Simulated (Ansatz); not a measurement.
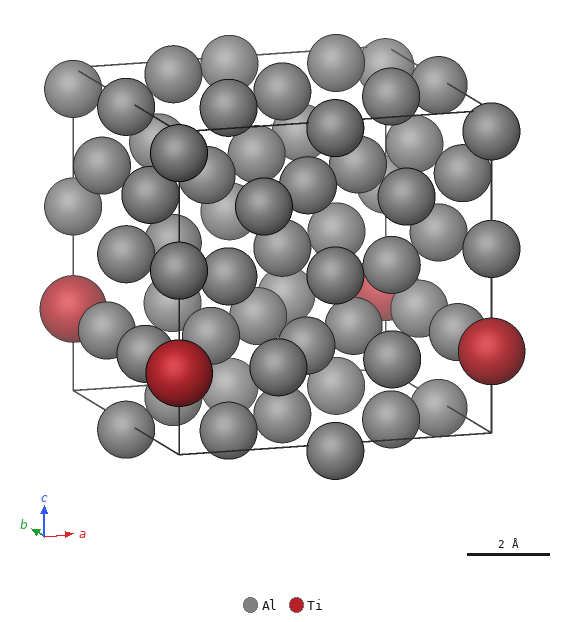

Figure 1. The input geometry (spheres-only view of the cell of the calculation, seen slightly off an axis). An atom can appear more than once, as a periodic image.

**Nudged elastic band of TiAl32 (part 1 of 2)**

System: TiAl32 (defect cell, 33 atoms in the cell).
Method: DFT r2SCAN, scalar-relativistic, plane waves, PAW, PAW set soft_1, no spin polarisation (Ansatz 0.2.0).

It belongs to a series of runs on one base structure; here: band between the two ends.

## The input
```yaml
crystal:
  lattice:
    - [8.1, 0.0, 0.0]
    - [0.0, 8.1, 0.0]
    - [0.0, 0.0, 8.1]
  atoms:
    - { symbol: Al, position: [0.50004246, -0.00017147, -0.02187826] }
    - { symbol: Al, position: [0.76001976, 0.23988673, 0.01054771] }
    - { symbol: Al, position: [0.68229067, 0.00020704, 0.24938739] }
    - { symbol: Al, position: [-8.92e-05, 0.00022391, -0.06581996] }
    - { symbol: Al, position: [0.23993748, 0.23972014, 0.01072683] }
    - { symbol: Al, position: [0.49994898, 0.50012797, -0.00779718] }
    - { symbol: Al, position: [0.76043366, 0.76021709, 0.01099838] }
    - { symbol: Al, position: [0.31813365, 0.00020351, 0.24940241] }
    - { symbol: Al, position: [0.50004772, 0.27183894, 0.25052528] }
    - { symbol: Al, position: [0.72820649, 0.49987714, 0.25055365] }
    - { symbol: Al, position: [0.50005398, -0.00026598, 0.52159877] }
    - { symbol: Al, position: [0.76146418, 0.23841993, 0.48919634] }
    - { symbol: Al, position: [0.72817274, -0.00021889, 0.75061903] }
    - { symbol: Al, position: [6.926e-05, 0.49989217, -0.02188211] }
    - { symbol: Al, position: [0.23952942, 0.76037781, 0.0111786] }
    - { symbol: Al, position: [-8.363e-05, 0.31738989, 0.24937471] }
    - { symbol: Al, position: [0.27172779, 0.49987513, 0.25059005] }
    - { symbol: Al, position: [0.50004994, 0.72832424, 0.25061691] }
    - { symbol: Al, position: [-7.867e-05, 0.00019708, 0.57013768] }
    - { symbol: Al, position: [0.23851392, 0.23824481, 0.48903898] }
    - { symbol: Al, position: [0.49996811, 0.50007978, 0.50794571] }
    - { symbol: Al, position: [0.7619014, 0.76163315, 0.48879842] }
    - { symbol: Al, position: [0.27175847, -0.00022729, 0.75062249] }
    - { symbol: Al, position: [0.49995709, 0.25784908, 0.74966848] }
    - { symbol: Al, position: [0.74212553, 0.50010375, 0.74968508] }
    - { symbol: Al, position: [-8.027e-05, 0.6815418, 0.24941245] }
    - { symbol: Al, position: [0.00010676, 0.4998634, 0.52160051] }
    - { symbol: Al, position: [0.23808023, 0.76180473, 0.48863763] }
    - { symbol: Al, position: [8.55e-05, 0.27187802, 0.75061552] }
    - { symbol: Al, position: [0.2579087, 0.50009877, 0.74970727] }
    - { symbol: Al, position: [0.49996208, 0.74206695, 0.74972433] }
    - { symbol: Al, position: [9.382e-05, 0.72829328, 0.75062475] }
    - { symbol: Ti, position: [0.00027116, -0.00068255, 0.25273186] }
basis:
  ecutwfc: 500.0
kpoints:
  mp_grid: { grid: [2, 2, 2] }
hamiltonian:
  xc: r2scan
  pseudopotentials: { kind: paw, azcp: { folder: soft_1 } }
scf:
  occupations: { method: gaussian, width: 0.1 }
  lower_state_search: "off"
neb:
  images: 5
  f_tol: 0.05
  initial_path: linear
  max_iterations: 17
  final_atoms:
    - { symbol: Al, position: [0.52196383, -8.808e-05, 0.00059339] }
    - { symbol: Al, position: [0.75012738, 0.25773843, -0.00024669] }
    - { symbol: Al, position: [0.74972409, -7.611e-05, 0.22804701] }
    - { symbol: Al, position: [-0.02192328, -0.00010321, 0.00061539] }
    - { symbol: Al, position: [0.24993418, 0.27196173, 0.000589] }
    - { symbol: Al, position: [0.50772558, 0.50015419, -0.00024331] }
    - { symbol: Al, position: [0.75010707, 0.74237227, -0.00020351] }
    - { symbol: Al, position: [0.25025254, 0.00030715, 0.18380615] }
    - { symbol: Al, position: [0.49083371, 0.24077301, 0.2593954] }
    - { symbol: Al, position: [0.75013247, 0.50016276, 0.24222538] }
    - { symbol: Al, position: [0.56720524, 0.00029032, 0.49953546] }
    - { symbol: Al, position: [0.74971642, 0.27194881, 0.50013846] }
    - { symbol: Al, position: [0.74969467, -0.00010986, 0.77190659] }
    - { symbol: Al, position: [-0.00763756, 0.50013373, -0.00020921] }
    - { symbol: Al, position: [0.24991876, 0.72807631, 0.00061838] }
    - { symbol: Al, position: [0.00932696, 0.24021301, 0.25995687] }
    - { symbol: Al, position: [0.24994137, 0.49964803, 0.22804344] }
    - { symbol: Al, position: [0.49013661, 0.75940345, 0.26009516] }
    - { symbol: Al, position: [-0.06913137, 0.00025979, 0.4995872] }
    - { symbol: Al, position: [0.25024233, 0.31695238, 0.49952875] }
    - { symbol: Al, position: [0.52195463, 0.49963552, 0.50014326] }
    - { symbol: Al, position: [0.74970003, 0.72808494, 0.50017148] }
    - { symbol: Al, position: [0.25020672, 0.00024883, 0.82013283] }
    - { symbol: Al, position: [0.48972985, 0.23966769, 0.7403645] }
    - { symbol: Al, position: [0.75009871, 0.50011948, 0.75759816] }
    - { symbol: Al, position: [0.0099782, 0.75991816, 0.26062118] }
    - { symbol: Al, position: [-0.02191685, 0.49962078, 0.50016858] }
    - { symbol: Al, position: [0.25021314, 0.68061812, 0.49959226] }
    - { symbol: Al, position: [0.01035427, 0.23916551, 0.73987681] }
    - { symbol: Al, position: [0.24991477, 0.49961212, 0.77190893] }
    - { symbol: Al, position: [0.48910486, 0.76041282, 0.73975805] }
    - { symbol: Al, position: [0.0109325, 0.76086879, 0.73930678] }
    - { symbol: Ti, position: [0.24874417, -0.00157252, 0.5025427] }
  order_check: false
```

Command:
```bash
ansatz run input.yaml --threads 4 --pin off --max-ram 10240MiB --backend cpu --events-out ev --progress --plain --runs-dir out
```

## The program's output
```
Warning: neb: disabling space-group detection — the band's intermediate images generally break the endpoint symmetry, so no spatial operation reduces the k-mesh or symmetrises the density, except that a semilocal band can use its path's symmetry ahead of convergence; time reversal is kept, so that k and −k are solved as one point where they differ and the mesh holds both, and exact exchange and, on two spinor components, a DFT+U term hold to it where the run has them: on two components no moment then forms, and a state that bears one, which a typed moment (crystal.atoms[].spin; refused beside efield: under a hybrid functional) reaches, can lie lower, under hf by electronvolts; crystal.symmetry.detect: false (a key that needs symmetry detection or time reversal refuses this as the deck is read) with time_reversal: false beside it drops time reversal too
Engine: ansatz 0.2.0, aarch64-unknown-linux-gnu
Pseudopotentials: kind: paw
Pseudopotential: Al, paw, valence charge 3, recommended cutoff 500 eV (meta_gga), [file]
Pseudopotential: Ti, paw, valence charge 12, recommended cutoff 500 eV (meta_gga), [file]
Functional definition: r2SCAN
  parameter k0 = 0.174
  parameter k1 = 0.065
  parameter a1 = 4.9479
  exchange = r2scan_x(k0 = k0, k1 = k1, a1 = a1)
  correlation = r2scan_c
parallel-image band execution: 4 concurrent image workers
NEB image 0
Crystal: 33 atoms, lattice volume = 531.441 Å³
Basis set: ecut = 500 eV, 13517 PW (Γ), exchange–correlation on 240×240×240 points (64 copies of the dense FFT grid, shifted against one another)
Bands: 87, of which v1, the nominal top of the filled ones, is band 54 counted from 1 (53 counted from 0)
Symmetry: 1 space group operations
k-points: 8
Non-local potential: Al, projectors of the file, l = 0: 2, l = 1: 2, l = 2: 1
Non-local potential: Ti, projectors of the file, l = 0: 3, l = 1: 2, l = 2: 3, l = 3: 1
PAW form: soft (Blöchl's): semilocal exchange-correlation on the pseudo side does not see the compensation charge
PAW frozen core: Al, regenerated for the run's functional (the file was generated under x = pbe(κ = 0.804, μ = 0.2195149727645171), c = pbe(β = 0.06672455060314922))
PAW frozen core: Ti, regenerated for the run's functional (the file was generated under x = pbe(κ = 0.804, μ = 0.2195149727645171), c = pbe(β = 0.06672455060314922))
PAW one-centre angular grid: Al, 302 points (default); XC on 160 Gauss nodes
PAW one-centre angular grid: Ti, 590 points (default); XC on 160 Gauss nodes
Initial density: superposition of atomic densities (chi_scale 0.1, normalization cell, long waves kept (reshape's long-wave potential 0.01 eV rms))
Initial wavefunctions: pseudopotential atomic-orbital guess
Functional: x = r2scan, c = r2scan; τ floored in thin density (d = 2e-4 eV/Å³)
SCF iter   1: F=-19783.556407 eV  HF=-19795.590360 eV  |F-HF|=1.20e1  |Δ(HF+E_count)|=         —  Δρ=3.36e-2  dr2=1.69e1  dr2_τ=2.72e-1  ethr=3.10e-3  ⟨swp⟩=6.0  Hψ=3177  notcnv=0  defer=9
preconditioner: auto → Kerker (q_TF=auto, 2.092 Å⁻¹)  [metal: Δε(μ)=0.091 eV  Ē_g=7.039 eV  σ=0.100 eV  W_gap=0.48  n_scr=80 (ndim 8)  ℏωp=16.1 eV  f_vac=0.000  D(μ)=14.94/eV (n_scr^D=92)]
SCF iter   2: F=-19787.408866 eV  HF=-19796.392765 eV  |F-HF|=8.98e0  |Δ(HF+E_count)|=   8.02e-1  Δρ=3.55e-2  dr2=1.14e1  dr2_τ=5.38e-1  ethr=3.10e-3  ⟨swp⟩=2.9  Hψ=1340  notcnv=0  defer=181
preconditioner: auto → Resta (q_TF=auto, 2.092 Å⁻¹)  ε∞=6.1  [insulator: Δε(μ)=0.138 eV  Ē_g=7.158 eV  σ=0.100 eV  W_gap=0.66  n_scr=80 (ndim 8)  ℏωp=16.1 eV  f_vac=0.000  D(μ)=8.51/eV (n_scr^D=32)  ε∞_Penn≈6.1]
SCF iter   3: F=-19789.002716 eV  HF=-19795.639808 eV  |F-HF|=6.64e0  |Δ(HF+E_count)|=   7.53e-1  Δρ=2.35e-2  dr2=7.86e0  dr2_τ=1.75e-1  ethr=3.10e-3  ⟨swp⟩=2.9  Hψ=1471  notcnv=0  defer=195
SCF iter   4: F=-19795.047615 eV  HF=-19795.184514 eV  |F-HF|=1.37e-1  |Δ(HF+E_count)|=   4.55e-1  Δρ=6.37e-3  dr2=2.58e-1  dr2_τ=1.62e-2  ethr=3.10e-3  ⟨swp⟩=2.0  Hψ=739  notcnv=0  defer=195
SCF iter   5: F=-19794.693605 eV  HF=-19795.147176 eV  |F-HF|=4.54e-1  |Δ(HF+E_count)|=   3.73e-2  Δρ=5.70e-3  dr2=4.90e-1  dr2_τ=1.13e-2  ethr=2.39e-4  ⟨swp⟩=2.4  Hψ=1131  notcnv=0  defer=184
SCF iter   6: F=-19795.100748 eV  HF=-19795.123933 eV  |F-HF|=2.32e-2  |Δ(HF+E_count)|=   2.32e-2  Δρ=1.61e-3  dr2=2.76e-2  dr2_τ=1.83e-3  ethr=2.39e-4  ⟨swp⟩=2.0  Hψ=704  notcnv=0  defer=184
SCF iter   7: F=-19795.101519 eV  HF=-19795.123801 eV  |F-HF|=2.23e-2  |Δ(HF+E_count)|=   1.32e-4  Δρ=1.43e-3  dr2=2.46e-2  dr2_τ=2.69e-4  ethr=2.56e-5  ⟨swp⟩=1.0  Hψ=544  notcnv=0  defer=184
SCF iter   8: F=-19795.117008 eV  HF=-19795.122893 eV  |F-HF|=5.88e-3  |Δ(HF+E_count)|=   9.09e-4  Δρ=6.93e-4  dr2=6.38e-3  dr2_τ=6.95e-5  ethr=2.28e-5  ⟨swp⟩=1.4  Hψ=547  notcnv=0  defer=184
SCF iter   9: F=-19795.122432 eV  HF=-19795.122636 eV  |F-HF|=2.04e-4  |Δ(HF+E_count)|=   2.57e-4  Δρ=1.25e-4  dr2=2.21e-4  dr2_τ=1.50e-6  ethr=5.91e-6  ⟨swp⟩=1.8  Hψ=559  notcnv=0  defer=184
SCF iter  10: F=-19795.122608 eV  HF=-19795.122631 eV  |F-HF|=2.21e-5  |Δ(HF+E_count)|=   5.34e-6  Δρ=4.17e-5  dr2=2.38e-5  dr2_τ=3.57e-7  ethr=2.04e-7  ⟨swp⟩=1.4  Hψ=547  notcnv=0  defer=184
SCF iter  11: F=-19795.122566 eV  HF=-19795.122566 eV  |F-HF|=3.47e-8  |Δ(HF+E_count)|=   6.41e-5  Δρ=1.65e-6  dr2=5.03e-8  dr2_τ=1.15e-9  ethr=9.26e-11  ⟨swp⟩=3.2  Hψ=2270  notcnv=0
SCF iter  12: F=-19795.122566 eV  HF=-19795.122566 eV  |F-HF|=5.42e-10  |Δ(HF+E_count)|=   1.78e-9  Δρ=4.32e-7  dr2=1.52e-9  dr2_τ=4.13e-11  ethr=4.66e-11  ⟨swp⟩=2.0  Hψ=1747  notcnv=0
SCF 1 converged in 12 iterations: F = -19795.122566 eV  dr2 = 1.52e-9
  greatest PAW one-centre occupation: 1.000 electrons in one spin orbital (limit 2), on the Ti atom at site 32 (counted from 0), in its partial waves of l = 0
NSCF: frozen V_eff on 8 k-points
NEB image 6
SCF iter   1: F=-19784.361149 eV  HF=-19795.529220 eV  |F-HF|=1.12e1  |Δ(HF+E_count)|=         —  Δρ=3.33e-2  dr2=1.60e1  dr2_τ=2.67e-1  ethr=3.10e-3  ⟨swp⟩=6.4  Hψ=3225  notcnv=0  defer=7
preconditioner: auto → Kerker (q_TF=auto, 2.092 Å⁻¹)  [metal: Δε(μ)=0.084 eV  Ē_g=7.038 eV  σ=0.100 eV  W_gap=0.41  n_scr=80 (ndim 8)  ℏωp=16.1 eV  f_vac=0.000  D(μ)=13.44/eV (n_scr^D=80)]
SCF iter   2: F=-19787.478437 eV  HF=-19796.365911 eV  |F-HF|=8.89e0  |Δ(HF+E_count)|=   8.37e-1  Δρ=3.53e-2  dr2=1.13e1  dr2_τ=5.26e-1  ethr=3.10e-3  ⟨swp⟩=2.9  Hψ=1194  notcnv=0  defer=178
preconditioner: auto → Resta (q_TF=auto, 2.092 Å⁻¹)  ε∞=6.1  [insulator: Δε(μ)=0.111 eV  Ē_g=7.155 eV  σ=0.100 eV  W_gap=0.56  n_scr=80 (ndim 8)  ℏωp=16.1 eV  f_vac=0.000  D(μ)=9.68/eV (n_scr^D=56)  ε∞_Penn≈6.1]
SCF iter   3: F=-19788.900585 eV  HF=-19795.653005 eV  |F-HF|=6.75e0  |Δ(HF+E_count)|=   7.13e-1  Δρ=2.37e-2  dr2=7.98e0  dr2_τ=1.78e-1  ethr=3.10e-3  ⟨swp⟩=2.9  Hψ=1473  notcnv=0  defer=190
SCF iter   4: F=-19795.051065 eV  HF=-19795.189913 eV  |F-HF|=1.39e-1  |Δ(HF+E_count)|=   4.63e-1  Δρ=6.54e-3  dr2=2.67e-1  dr2_τ=1.53e-2  ethr=3.10e-3  ⟨swp⟩=2.0  Hψ=745  notcnv=0  defer=193
SCF iter   5: F=-19794.341234 eV  HF=-19795.164348 eV  |F-HF|=8.23e-1  |Δ(HF+E_count)|=   2.56e-2  Δρ=7.77e-3  dr2=8.83e-1  dr2_τ=1.98e-2  ethr=2.47e-4  ⟨swp⟩=2.4  Hψ=1257  notcnv=0  defer=184
SCF iter   6: F=-19795.116719 eV  HF=-19795.124790 eV  |F-HF|=8.07e-3  |Δ(HF+E_count)|=   3.96e-2  Δρ=1.07e-3  dr2=1.11e-2  dr2_τ=1.52e-3  ethr=2.47e-4  ⟨swp⟩=2.0  Hψ=713  notcnv=0  defer=184
SCF iter   7: F=-19795.110766 eV  HF=-19795.125102 eV  |F-HF|=1.43e-2  |Δ(HF+E_count)|=   3.12e-4  Δρ=1.14e-3  dr2=1.60e-2  dr2_τ=2.25e-4  ethr=1.03e-5  ⟨swp⟩=1.0  Hψ=544  notcnv=0  defer=184
SCF iter   8: F=-19795.119151 eV  HF=-19795.124638 eV  |F-HF|=5.49e-3  |Δ(HF+E_count)|=   4.64e-4  Δρ=6.76e-4  dr2=5.99e-3  dr2_τ=4.97e-5  ethr=1.03e-5  ⟨swp⟩=1.4  Hψ=547  notcnv=0  defer=184
SCF iter   9: F=-19795.124223 eV  HF=-19795.124412 eV  |F-HF|=1.90e-4  |Δ(HF+E_count)|=   2.26e-4  Δρ=1.24e-4  dr2=2.07e-4  dr2_τ=6.26e-7  ethr=5.54e-6  ⟨swp⟩=1.8  Hψ=559  notcnv=0  defer=184
SCF iter  10: F=-19795.124399 eV  HF=-19795.124406 eV  |F-HF|=6.78e-6  |Δ(HF+E_count)|=   6.79e-6  Δρ=2.37e-5  dr2=7.56e-6  dr2_τ=6.00e-8  ethr=1.92e-7  ⟨swp⟩=1.8  Hψ=571  notcnv=0  defer=184
SCF iter  11: F=-19795.124365 eV  HF=-19795.124365 eV  |F-HF|=4.05e-8  |Δ(HF+E_count)|=   4.08e-5  Δρ=1.49e-6  dr2=4.90e-8  dr2_τ=2.82e-10  ethr=9.26e-11  ⟨swp⟩=3.1  Hψ=2230  notcnv=0
[...]
NSCF: frozen V_eff on 8 k-points
NEB end point (image 0): max|allowed force component| = 2.774e-2 eV/Å (the criterion of neb.relax_end_points is 1.000e-2)
NEB end point (image 6): max|allowed force component| = 1.223e-2 eV/Å (the criterion of neb.relax_end_points is 1.000e-2)
NEB image 1
preconditioner: auto → Kerker (q_TF=auto, 2.092 Å⁻¹)  [metal: Δε(μ)=0.015 eV  Ē_g=7.027 eV  σ=0.100 eV  W_gap=0.08  n_scr=80 (ndim 8)  ℏωp=16.1 eV  f_vac=0.000  D(μ)=16.81/eV (n_scr^D=122)]
NEB image 2
preconditioner: auto → Kerker (q_TF=auto, 2.092 Å⁻¹)  [metal: Δε(μ)=0.042 eV  Ē_g=7.058 eV  σ=0.100 eV  W_gap=0.23  n_scr=80 (ndim 8)  ℏωp=16.1 eV  f_vac=0.000  D(μ)=17.41/eV (n_scr^D=122)]
  greatest PAW one-centre occupation: 0.999 electrons in one spin orbital (limit 2), on the Ti atom at site 32 (counted from 0), in its partial waves of l = 0
NEB image 3
preconditioner: auto → Kerker (q_TF=auto, 2.092 Å⁻¹)  [metal: Δε(μ)=0.015 eV  Ē_g=7.089 eV  σ=0.100 eV  W_gap=0.09  n_scr=80 (ndim 8)  ℏωp=16.1 eV  f_vac=0.000  D(μ)=19.16/eV (n_scr^D=146)]
  greatest PAW one-centre occupation: 1.000 electrons in one spin orbital (limit 2), on the Ti atom at site 32 (counted from 0), in its partial waves of l = 1
NEB image 4
preconditioner: auto → Kerker (q_TF=auto, 2.092 Å⁻¹)  [metal: Δε(μ)=0.023 eV  Ē_g=7.057 eV  σ=0.100 eV  W_gap=0.13  n_scr=80 (ndim 8)  ℏωp=16.1 eV  f_vac=0.000  D(μ)=17.83/eV (n_scr^D=146)]
NEB image 5
preconditioner: auto → Kerker (q_TF=auto, 2.092 Å⁻¹)  [metal: Δε(μ)=0.010 eV  Ē_g=7.025 eV  σ=0.100 eV  W_gap=0.06  n_scr=80 (ndim 8)  ℏωp=16.1 eV  f_vac=0.000  D(μ)=16.65/eV (n_scr^D=122)]
NEB iter   1: max|band force component| = 9.304e0 eV/Å  barrier→ = 7.9579 eV  barrier← = 7.9597 eV  Δτ_max = 0.1999 Å  (94 SCF iters)
NEB image 1
Initial density: handed on by an earlier stage of this run
Initial wavefunctions: those handed on with the density
preconditioner: auto → Kerker (q_TF=auto, 2.092 Å⁻¹)  [metal: Δε(μ)=0.143 eV  Ē_g=7.032 eV  σ=0.100 eV  W_gap=0.48  n_scr=80 (ndim 8)  ℏωp=16.1 eV  f_vac=0.000  D(μ)=9.11/eV (n_scr^D=56)]
NEB image 2
preconditioner: auto → Kerker (q_TF=auto, 2.092 Å⁻¹)  [metal: Δε(μ)=0.045 eV  Ē_g=7.066 eV  σ=0.100 eV  W_gap=0.24  n_scr=80 (ndim 8)  ℏωp=16.1 eV  f_vac=0.000  D(μ)=10.40/eV (n_scr^D=56)]
NEB image 3
preconditioner: auto → Kerker (q_TF=auto, 2.092 Å⁻¹)  [metal: Δε(μ)=0.029 eV  Ē_g=7.094 eV  σ=0.100 eV  W_gap=0.16  n_scr=80 (ndim 8)  ℏωp=16.1 eV  f_vac=0.000  D(μ)=8.42/eV (n_scr^D=32)]
NEB image 4
preconditioner: auto → Kerker (q_TF=auto, 2.092 Å⁻¹)  [metal: Δε(μ)=0.056 eV  Ē_g=7.066 eV  σ=0.100 eV  W_gap=0.30  n_scr=80 (ndim 8)  ℏωp=16.1 eV  f_vac=0.000  D(μ)=9.89/eV (n_scr^D=56)]
NEB image 5
preconditioner: auto → Kerker (q_TF=auto, 2.092 Å⁻¹)  [metal: Δε(μ)=0.140 eV  Ē_g=7.032 eV  σ=0.100 eV  W_gap=0.49  n_scr=80 (ndim 8)  ℏωp=16.1 eV  f_vac=0.000  D(μ)=9.48/eV (n_scr^D=56)]
NEB iter   2: max|band force component| = 4.482e0 eV/Å  barrier→ = 3.0174 eV  barrier← = 3.0192 eV  Δτ_max = 0.1988 Å  (55 SCF iters)
[... from here on the SCF iterations and repeated set-up lines of each step are left out, up to the last step ...]
NEB image 1
NEB image 2
NEB image 3
NEB image 4
NEB image 5
NEB iter   3: max|band force component| = 1.137e0 eV/Å  barrier→ = 1.3192 eV  barrier← = 1.3210 eV  Δτ_max = 0.0739 Å  (48 SCF iters)
NEB image 1
NEB image 2
NEB image 3
NEB image 4
NEB image 5
NEB iter   4: max|band force component| = 2.379e-1 eV/Å  barrier→ = 1.1739 eV  barrier← = 1.1757 eV  CI = image 3  Δτ_max = 0.0435 Å  (45 SCF iters)
NEB image 1
preconditioner: auto → Kerker (q_TF=auto, 2.092 Å⁻¹)  [metal: Δε(μ)=0.007 eV  Ē_g=7.006 eV  σ=0.100 eV  W_gap=0.04  n_scr=80 (ndim 8)  ℏωp=16.1 eV  f_vac=0.000  D(μ)=10.04/eV (n_scr^D=56)]
NEB image 2
preconditioner: auto → Kerker (q_TF=auto, 2.092 Å⁻¹)  [metal: Δε(μ)=0.085 eV  Ē_g=7.006 eV  σ=0.100 eV  W_gap=0.41  n_scr=80 (ndim 8)  ℏωp=16.1 eV  f_vac=0.000  D(μ)=7.79/eV (n_scr^D=32)]
NEB image 3
preconditioner: auto → Kerker (q_TF=auto, 2.092 Å⁻¹)  [metal: Δε(μ)=0.021 eV  Ē_g=7.009 eV  σ=0.100 eV  W_gap=0.12  n_scr=80 (ndim 8)  ℏωp=16.1 eV  f_vac=0.000  D(μ)=12.86/eV (n_scr^D=80)]
NEB image 4
preconditioner: auto → Kerker (q_TF=auto, 2.092 Å⁻¹)  [metal: Δε(μ)=0.084 eV  Ē_g=7.006 eV  σ=0.100 eV  W_gap=0.40  n_scr=80 (ndim 8)  ℏωp=16.1 eV  f_vac=0.000  D(μ)=7.68/eV (n_scr^D=32)]
NEB image 5
preconditioner: auto → Kerker (q_TF=auto, 2.092 Å⁻¹)  [metal: Δε(μ)=0.041 eV  Ē_g=7.008 eV  σ=0.100 eV  W_gap=0.22  n_scr=80 (ndim 8)  ℏωp=16.1 eV  f_vac=0.000  D(μ)=10.00/eV (n_scr^D=56)]
NEB image 1
NSCF: frozen V_eff on 8 k-points
NEB image 2
NSCF: frozen V_eff on 8 k-points
NEB image 4
NSCF: frozen V_eff on 8 k-points
NEB image 5
NSCF: frozen V_eff on 8 k-points
NEB image 3
NSCF: frozen V_eff on 8 k-points
the band table was solved once a step of the walk had ended and its energy, with any forces and stress, was formed, with the checks that follow a solve (3167 applications of the Hamiltonian). They found nothing against the state; the energy, forces and stress were not computed again (output.eigenvalues in the input reference)
NEB iter   5: max|band force component| = 4.573e-2 eV/Å  barrier→ = 1.1649 eV  barrier← = 1.1667 eV  CI = image 3  Δτ_max = 0.0000 Å  (36 SCF iters)
```

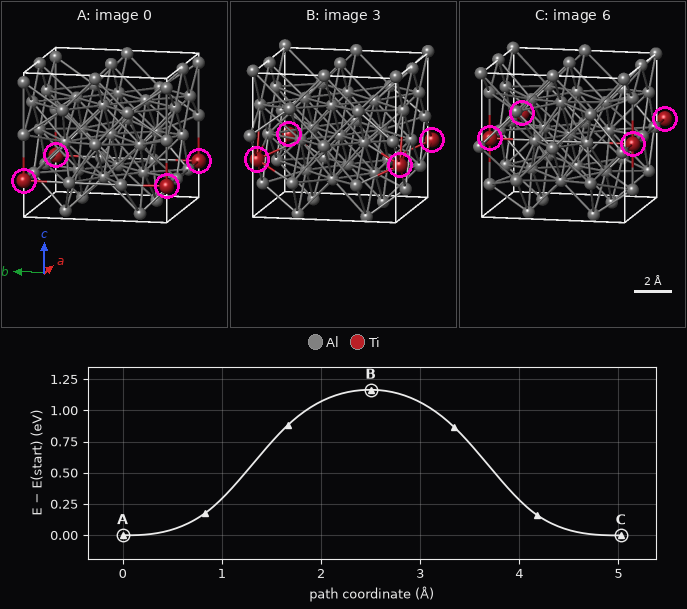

Figure 2. Images of the last band (counted from 0; ball-and-stick, simulation cell, seen at an oblique angle), with the moving atom and its periodic copies ringed, above the energy along the path; the line is a cubic interpolation that uses the forces. The highest image is number 3, 1.165 eV above the start and 1.167 eV above the end (the climbing image); the end lies 0.002 eV below the start. The path is 5.02 Å long, and Ti33 moves most (2.85 Å). The band converged in 5 iterations.
